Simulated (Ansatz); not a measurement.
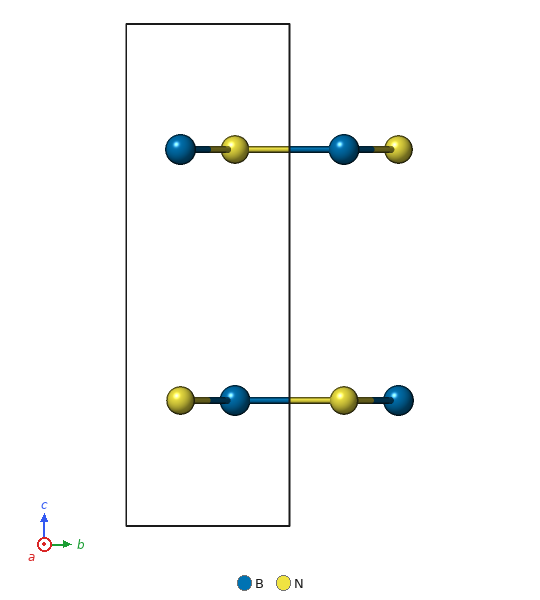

The picture looks along a close-packed row of the hexagonal mesh; c points upwards. Every atom sits on one of the three columns of the mesh; call them A, B, C in the order in which they first turn up. The sequence starts with the first layer at or above the cell's origin.

BN. Coordinates: a calculation's input that goes back to an entry of the Crystallography Open Database (an earlier step may have relaxed or displaced it).

### Read off the stacking sequence over one period.

B(A)+N(B) – N(A)+B(B) (two layers in 6.66 Å).

### How are the N layers alone stacked?

N layers alone: BA, the hexagonal type.

### Which positions between or in the N layers do the other atoms fill?

B: two in-plane triangular sites (per hexagonal cell). Two of the two gaps between N layers are empty, 3.33 Å wide.
